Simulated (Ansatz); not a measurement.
Run report: WS2, single-point calculation

The run: single-point calculation of WS2 (slab, 12 atoms in the cell). Method and program: DFT PBE+D3(BJ), scalar-relativistic, plane waves, PAW, no spin polarisation (Ansatz 0.2.0).

The structure derives from an entry of the Crystallography Open Database. It belongs to a series of runs on one base structure; here: the slab at its places in the relaxed adsorbed structure. Figures and captions count atoms from 1; the log counts them from 0 in places.

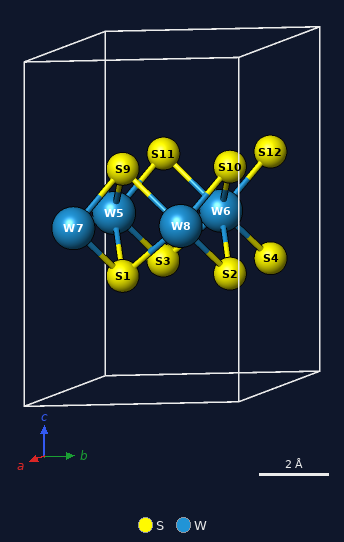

**Figure 1.** The input geometry (ball-and-stick view of the cell of the calculation, with the vacuum cut short, seen slightly off an axis; atoms are numbered from 1 in the order of the input). Near neighbours in the crystal (not all of them lie inside the picture): S has 3 W at 2.41 Å; W has 6 S at 2.41 Å.

Summary:

- outcome: converged
- electrons treated: 104
- free energy: −48769.4257 eV
- work function, top face: 4.72 eV
- work function, bottom face: 4.72 eV
- Fermi energy: −0.087 eV
- gap on the k-point mesh: 1.93 eV
- work function (upper face): 4.72 eV
- largest force (length of the vector): 0.087 eV/Å
- hardware: 2 threads of Arm Neoverse V1, 24 GiB of memory available, shared host
- wall time: 20 s (CPU time 40 s)
- peak memory: 0.99 GiB

Remarks:

Spin–orbit coupling is left out, which matters for W.

Input:
```yaml
crystal:
  lattice:
    - [6.3144062659, 0.0, 0.0]
    - [-3.1572031329, 5.4684362361, 0.0]
    - [0.0, 0.0, 22.3352666296]
  atoms:
    - { symbol: S, position: [0.6666666667, 0.3333333333, 0.3581779493] }
    - { symbol: S, position: [0.6666666667, 0.8333333333, 0.3581779493] }
    - { symbol: S, position: [0.1666666667, 0.3333333333, 0.3581779493] }
    - { symbol: S, position: [0.1666666667, 0.8333333333, 0.3581779493] }
    - { symbol: W, position: [0.3333814951, 0.1671461739, 0.4288231094] }
    - { symbol: W, position: [0.3334829427, 0.6662259177, 0.4286327525] }
    - { symbol: W, position: [0.8335207637, 0.1667295772, 0.4288830036] }
    - { symbol: W, position: [0.8329220437, 0.666520083, 0.4287909007] }
    - { symbol: S, position: [0.6666612112, 0.3333310721, 0.4994832038] }
    - { symbol: S, position: [0.6660942985, 0.8330847796, 0.4993793215] }
    - { symbol: S, position: [0.1668996405, 0.3338789976, 0.4994586539] }
    - { symbol: S, position: [0.1670380858, 0.8328739366, 0.4990636216] }
basis:
  ecutwfc: 420
kpoints:
  mp_grid: { grid: [3, 3, 1] }
hamiltonian:
  xc: pbe
  dispersion: d3bj
scf:
  occupations: { method: gaussian, width: 0.05 }
output:
  forces: true
  eigenvalues: true
  write_density: true
  volumetric_format: npy
efield:
  axis: 3
  dipole_correction: true
  ramp_width: 0.04
```

Run as:
```bash
ansatz run input.yaml --threads 2 --pin off --max-ram 5120MiB --backend cpu --events-out ev --progress --plain --runs-dir out
```

Log:
```
Engine: ansatz 0.2.0, aarch64-unknown-linux-gnu
Pseudopotentials: kind: paw
Pseudopotential: S, paw, valence charge 6, recommended cutoff 420 eV (normal), S.paw.azcp
Pseudopotential: W, paw, valence charge 14, recommended cutoff 420 eV (normal), W.paw.azcp
Functional definition: PBE
  parameter kappa = 0.804
  parameter beta = 0.06672455060314922
  exchange = pbe_x(kappa = kappa, mu = beta*pi^2/3)
  correlation = pbe_c(beta = beta)
Crystal: 12 atoms, lattice volume = 771.235 Å³
Basis set: ecut = 420 eV, 15087 PW (Γ), exchange–correlation on 90×90×300 points (8 copies of the dense FFT grid, shifted against one another)
Bands: 64, of which v1, the nominal top of the filled ones, is band 52 counted from 1 (51 counted from 0)
Symmetry: 1 space group operations
Space group: P1 (ITA 1), of the structure as read, at distance tolerance 9.2e-5 Å
k-points: 5 of 9 (time reversal used)
Non-local potential: S, projectors of the file, l = 0: 2, l = 1: 2, l = 2: 2
Non-local potential: W, projectors of the file, l = 0: 3, l = 1: 2, l = 2: 2, l = 3: 1
PAW form: soft (Blöchl's): semilocal exchange-correlation on the pseudo side does not see the compensation charge
PAW one-centre angular grid: S, 110 points (default); XC on 64 Gauss nodes
PAW one-centre angular grid: W, 590 points (default); XC on 64 Gauss nodes
Initial density: superposition of atomic densities (neutral atoms: chi_scale 0, normalization atom), corrected by the library's trained network
Initial wavefunctions: pseudopotential atomic-orbital guess
Functional: x = pbe(κ = 0.804, μ = 0.2195149727645171), c = pbe(β = 0.06672455060314922)
SCF iter   1: F=—  HF=-48769.405007 eV  |F-HF|=—  |Δ(HF+E_count)|=         —  Δρ=3.14e-3  dr2=1.00e-1  ethr=1.77e-3  p=0.000 e·Å  D=4.34e-5 V/Å  ΔV_dip=-0.00 eV  dr2_dipole=2.63e-7  V_vac-E_F(+/−)=5.04/5.04 eV  ⟨swp⟩=8.6  Hψ=1644  notcnv=0
efield: sawtooth ramp at fractional position 0.9088 (placed from the atoms, in the widest stretch of the axis that holds none; the zero of the levels goes with the place), width 0.0400; the density the first Hamiltonian is built on has a dipole p = 0.000 e·Å; the dipole correction subtracts the counter field D = 4.34e-5 V/Å, which shifts the + side's vacuum level by -0.00 eV against the − side's; the planar-averaged density in the ramp window peaks in size at 1.3e-5 e/Å³
preconditioner: auto → Resta (q_TF=auto, 1.954 Å⁻¹)  ε∞=2.8  [insulator: Δε(μ)=1.929 eV  Ē_g=8.346 eV  σ=0.050 eV  W_gap=1.00  n_scr=78 (ndim 8)  ℏωp=11.3 eV  f_vac=0.694  D(μ)=0.00/eV (n_scr^D=0)  ε∞_Penn≈2.8  vacuum switching on, ρ_ref=5.1e-3 e/Å³]
SCF iter   2: F=—  HF=-48769.419027 eV  |F-HF|=—  |Δ(HF+E_count)|=   1.40e-2  Δρ=1.91e-3  dr2=3.94e-2  ethr=9.63e-5  p=-0.000 e·Å  D=-2.37e-5 V/Å  ΔV_dip=0.00 eV  dr2_dipole=2.67e-7  V_vac-E_F(+/−)=4.79/4.79 eV  ⟨swp⟩=3.4  Hψ=579  notcnv=0  defer=25
SCF iter   3: F=—  HF=-48769.419212 eV  |F-HF|=—  |Δ(HF+E_count)|=   1.85e-4  Δρ=1.09e-3  dr2=4.32e-3  ethr=3.79e-5  p=0.000 e·Å  D=1.45e-5 V/Å  ΔV_dip=-0.00 eV  dr2_dipole=9.94e-8  V_vac-E_F(+/−)=4.83/4.83 eV  ⟨swp⟩=2.0  Hψ=427  notcnv=0  defer=25
SCF iter   4: F=—  HF=-48769.425685 eV  |F-HF|=—  |Δ(HF+E_count)|=   6.47e-3  Δρ=1.72e-4  dr2=1.64e-4  ethr=4.15e-6  p=-0.000 e·Å  D=-7.63e-5 V/Å  ΔV_dip=0.00 eV  dr2_dipole=9.88e-7  V_vac-E_F(+/−)=4.74/4.74 eV  ⟨swp⟩=2.0  Hψ=475  notcnv=0  defer=25
SCF iter   5: F=—  HF=-48769.425867 eV  |F-HF|=—  |Δ(HF+E_count)|=   1.81e-4  Δρ=8.67e-5  dr2=2.16e-4  ethr=1.58e-7  p=0.001 e·Å  D=1.90e-4 V/Å  ΔV_dip=-0.00 eV  dr2_dipole=1.38e-5  V_vac-E_F(+/−)=4.72/4.73 eV  ⟨swp⟩=3.6  Hψ=743  notcnv=0  defer=25
SCF iter   6: F=—  HF=-48769.425848 eV  |F-HF|=—  |Δ(HF+E_count)|=   1.88e-5  Δρ=1.98e-5  dr2=8.18e-6  ethr=1.58e-7  p=-0.000 e·Å  D=-4.65e-5 V/Å  ΔV_dip=0.00 eV  dr2_dipole=2.10e-7  V_vac-E_F(+/−)=4.72/4.72 eV  ⟨swp⟩=2.0  Hψ=419  notcnv=0  defer=25
SCF iter   7: F=—  HF=-48769.425672 eV  |F-HF|=—  |Δ(HF+E_count)|=   1.76e-4  Δρ=6.27e-6  dr2=6.75e-7  ethr=7.87e-9  p=-0.000 e·Å  D=-7.63e-6 V/Å  ΔV_dip=0.00 eV  dr2_dipole=4.20e-8  V_vac-E_F(+/−)=4.72/4.72 eV  ⟨swp⟩=2.2  Hψ=479  notcnv=0  defer=25
SCF iter   8: F=—  HF=-48769.425672 eV  |F-HF|=—  |Δ(HF+E_count)|=   5.01e-9  Δρ=4.39e-6  dr2=6.54e-7  ethr=9.62e-11  p=-0.000 e·Å  D=-3.78e-5 V/Å  ΔV_dip=0.00 eV  dr2_dipole=9.33e-8  V_vac-E_F(+/−)=4.72/4.72 eV  ⟨swp⟩=15.2  Hψ=1860  notcnv=0
SCF iter   9: F=-48769.425672 eV  HF=-48769.425672 eV  |F-HF|=3.19e-9  |Δ(HF+E_count)|=   3.35e-8  Δρ=1.02e-6  dr2=1.49e-8  ethr=9.62e-11  p=-0.000 e·Å  D=-1.92e-5 V/Å  ΔV_dip=0.00 eV  dr2_dipole=1.18e-9  V_vac-E_F(+/−)=4.72/4.72 eV  ⟨swp⟩=4.0  Hψ=1395  notcnv=0
SCF 1 converged in 9 iterations: F = -48769.425672 eV  dr2 = 1.49e-8
  greatest PAW one-centre occupation: 1.000 electrons in one spin orbital (limit 2), on the W atom at site 7 (counted from 0), in its partial waves of l = 0
```

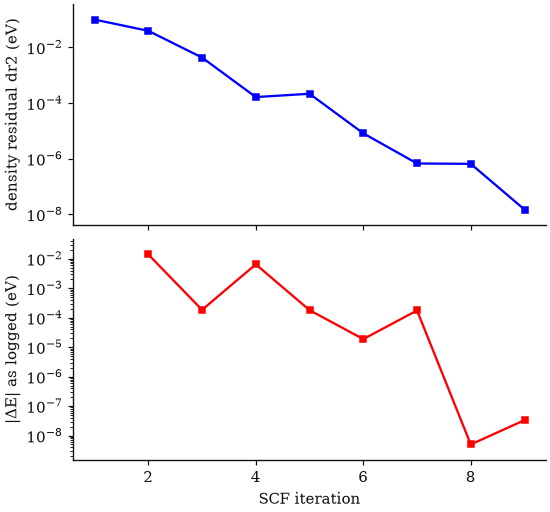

**Figure 2.** Convergence of the self-consistent field: density residual dr2 and size of the energy change against the SCF iteration. The residual falls almost steadily, with no more than small rises.

```
SCF converged after 9 iterations
Free energy (F): -48769.425672 eV
Harris-Foulkes:  -48769.425672 eV  (|F-HF|=3.19e-9)
Internal energy: -48769.425672 eV  (E = F + TS)
E sigma→0 (E₀):  -48769.425672 eV
Fermi energy:    -0.086619 eV
Dipole field:    D = -0.000043 V/Å  (p = -0.000182 e·Å, saw-weighted, corrected)
Work function:   Φ+ = 4.7181 eV   Φ− = 4.7172 eV
Levels:          The Fermi level and band energies are counted from a zero that moves with the ramp; work functions are not
--- Per-component energies (eV) ---
  E_band       = -2006.347213
  E_kinetic    = 2665.695856
  E_local      = -74448.712277  (includes V_loc(G=0)·N_el)
  E_nonlocal   = 229.191003
  E_hartree    = 35873.967671
  E_xc         = -1848.650149
  E_vxc        = -1660.057632  (∫ρ·V_xc dr)
  E_paw        = -39052.545436  (= ΣΔE_a)
  E_vpaw       = -540.405182  (= ΣTr[D̂ρ^β])
  E_aug_tail   = -0.000248  (compensation charges beyond the density's cutoff)
  E_efield     = 0.000000  (sawtooth field / dipole correction)
  E_vefield    = -0.000006  (∫n·V_field dr)
  E_ewald      = 27815.355161
  E_disp       = -3.727252  (pairwise vdW)
  E_smearing   = -0.000000  (= −TS)
  E_closure    = -0.000000  (closes the sum)
  Σ components = -48769.425672   (vs F -48769.425672, Δ=0.00e0)
--- Forces (eV/Å), atoms counted from 1 ---
  atom   1  S      0.00511824    -0.00718031     0.01931270
  atom   2  S      0.01463263     0.02074785    -0.01428696
  atom   3  S     -0.00753255    -0.02644649    -0.02282819
  atom   4  S     -0.01266907     0.01029002     0.00583479
  atom   5  W      0.03778305    -0.05114377    -0.02696598
  atom   6  W     -0.03996821     0.04640249     0.02375569
  atom   7  W     -0.03319222    -0.00261236    -0.03966405
  atom   8  W      0.04344817     0.00305310    -0.01616363
  atom   9  S     -0.00546430     0.00480238    -0.01349183
  atom  10  S      0.03194621     0.00814955     0.01023788
  atom  11  S      0.00705550    -0.03067440     0.00136756
  atom  12  S     -0.04115742     0.02461217     0.07293255
  max |Σ_I F_I| component: 4.05e-5 eV/Å
--- Band table (eV; the first three rows and the last of 5) ---
  k-point 0: bands = ["-74.9765", "-74.9585", "-74.9583", "-74.9558", "-39.4533", "-39.4525", "-39.4517", "-39.2755", "-39.2084", "-39.2081", "-39.2076", "-39.1781", "-39.1771", "-39.1759", "-39.0918", "-39.0918", "-15.8892", "-14.2554", "-13.6935", "-13.6918", "-13.6896", "-13.4753", "-13.4694", "-13.4642", "-7.6029", "-7.6024", "-7.6009", "-7.4799", "-6.2770", "-6.2741", "-6.2714", "-5.5134", "-5.5101", "-5.5090", "-4.4513", "-4.4495", "-4.4482", "-3.8621", "-3.8619", "-3.2608", "-3.2552", "-3.2512", "-3.2322", "-2.6139", "-2.6129", "-2.2635", "-2.2606", "-2.2529", "-2.0025", "-2.0016", "-1.9986", "-1.1918", "1.8927", "1.8935", "1.9077", "1.9126", "1.9158", "2.0249", "2.0253", "2.3211", "2.3230", "2.3261", "2.9803", "2.9992"]
  k-point 1: bands = ["-74.9718", "-74.9625", "-74.9584", "-74.9564", "-39.4080", "-39.4070", "-39.3643", "-39.2587", "-39.2250", "-39.2239", "-39.2238", "-39.2083", "-39.2078", "-39.1840", "-39.1559", "-39.1133", "-15.4359", "-14.3692", "-14.0860", "-13.7181", "-13.7157", "-13.6976", "-13.4517", "-13.4484", "-7.0558", "-7.0532", "-6.9584", "-6.8678", "-6.3451", "-6.3406", "-5.6167", "-5.5682", "-5.3355", "-5.3310", "-4.8716", "-4.5909", "-4.5860", "-4.2609", "-4.1046", "-3.8495", "-3.8454", "-3.4279", "-3.2302", "-3.0893", "-3.0770", "-3.0269", "-2.5938", "-2.4754", "-2.2953", "-1.6692", "-1.6494", "-1.4799", "1.2903", "1.5231", "1.5282", "1.5437", "1.5734", "1.6979", "1.8021", "2.3412", "2.3424", "2.6035", "2.6123", "2.6163"]
  k-point 2: bands = ["-74.9718", "-74.9625", "-74.9584", "-74.9564", "-39.4076", "-39.4074", "-39.3643", "-39.2587", "-39.2250", "-39.2242", "-39.2234", "-39.2083", "-39.2078", "-39.1840", "-39.1559", "-39.1133", "-15.4359", "-14.3692", "-14.0860", "-13.7187", "-13.7153", "-13.6975", "-13.4507", "-13.4494", "-7.0549", "-7.0541", "-6.9583", "-6.8678", "-6.3440", "-6.3416", "-5.6167", "-5.5682", "-5.3340", "-5.3325", "-4.8717", "-4.5899", "-4.5869", "-4.2609", "-4.1046", "-3.8484", "-3.8465", "-3.4279", "-3.2302", "-3.0859", "-3.0806", "-3.0265", "-2.5938", "-2.4754", "-2.2953", "-1.6633", "-1.6553", "-1.4799", "1.2903", "1.5238", "1.5293", "1.5418", "1.5739", "1.6974", "1.8021", "2.3408", "2.3429", "2.6039", "2.6131", "2.6157"]
  k-point 4: bands = ["-74.9718", "-74.9625", "-74.9583", "-74.9565", "-39.4082", "-39.4068", "-39.3644", "-39.2587", "-39.2250", "-39.2249", "-39.2227", "-39.2081", "-39.2080", "-39.1840", "-39.1559", "-39.1133", "-15.4359", "-14.3691", "-14.0860", "-13.7172", "-13.7168", "-13.6975", "-13.4554", "-13.4447", "-7.0574", "-7.0517", "-6.9581", "-6.8679", "-6.3439", "-6.3421", "-5.6167", "-5.5680", "-5.3350", "-5.3315", "-4.8716", "-4.5887", "-4.5878", "-4.2614", "-4.1044", "-3.8511", "-3.8440", "-3.4280", "-3.2296", "-3.0882", "-3.0778", "-3.0272", "-2.5937", "-2.4755", "-2.2956", "-1.6713", "-1.6470", "-1.4801", "1.2899", "1.5202", "1.5280", "1.5479", "1.5724", "1.6985", "1.8026", "2.3405", "2.3434", "2.6037", "2.6141", "2.6154"]
```

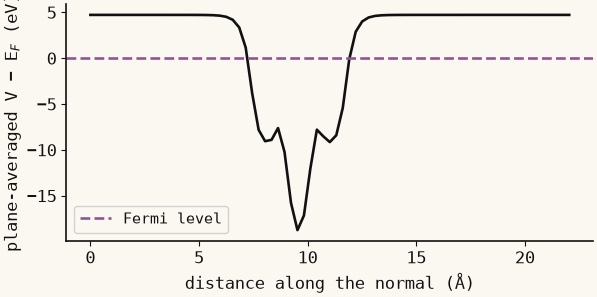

**Figure 3.** Plane average of the electrostatic potential energy of an electron across the cell, from the Fermi level. The vacuum level lies 4.72 eV above the Fermi level.

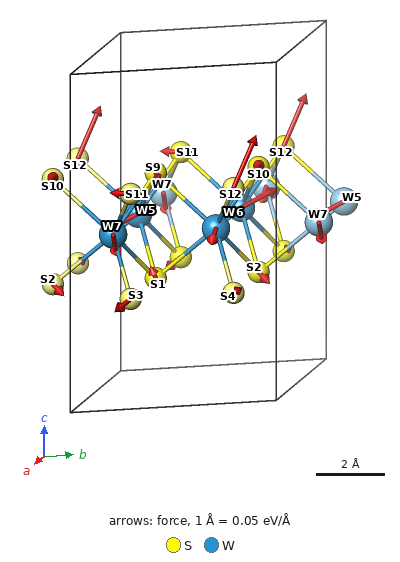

**Figure 4.** Forces on the atoms as red arrows (ball-and-stick view of the cell of the calculation, with the vacuum cut short, seen slightly off an axis; neighbours outside the cell are drawn fainter; atoms are numbered from 1 in the order of the input). The largest act on S12 (0.09 eV/Å); W5, W6 (0.07 eV/Å); W7, W8 (0.05 eV/Å); S3, S10 (0.04 eV/Å), among others. The geometry is not a stationary point of this energy.

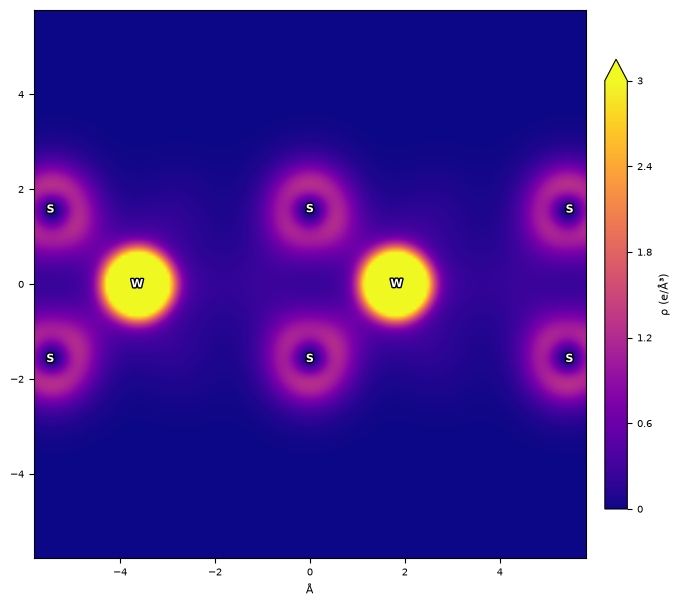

**Figure 5.** Valence pseudo-density on the (110) plane of the calculation cell, a cut from vacuum to vacuum. The section cuts through S and W sites. W–S (2.41 Å): the density is about 0.63 e/Å³ at the midpoint. The density dies away to nearly zero in the vacuum. The fields are those of the smooth PAW valence density.

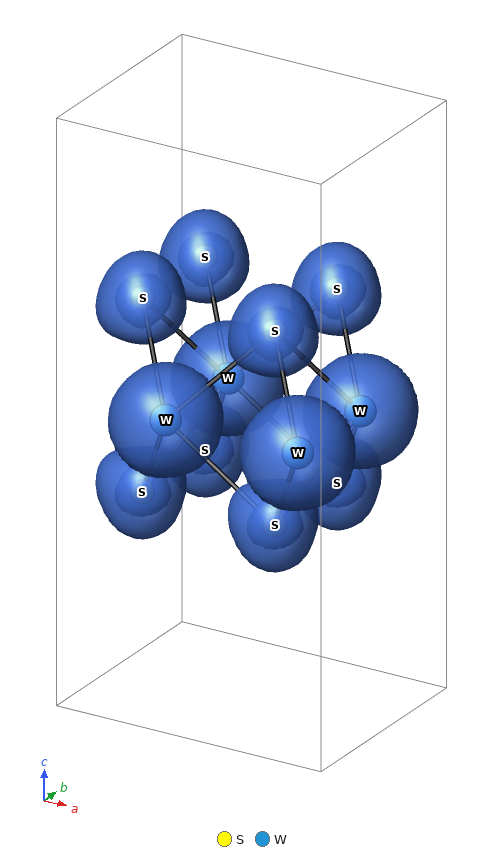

**Figure 6.** Isosurface of the valence charge density (pseudo) at 1 e/Å³ (blue), seen slightly off an axis. Sticks mark near contacts. At this value the density breaks into separate islands; it holds about 45 % of the electrons treated as valence (semicore included). It is pinched off along the W–S (2.41 Å) contacts. On the grid the lowest density along these lines, outside the cores, is 0.63 e/Å³ (W–S, 2.41 Å).
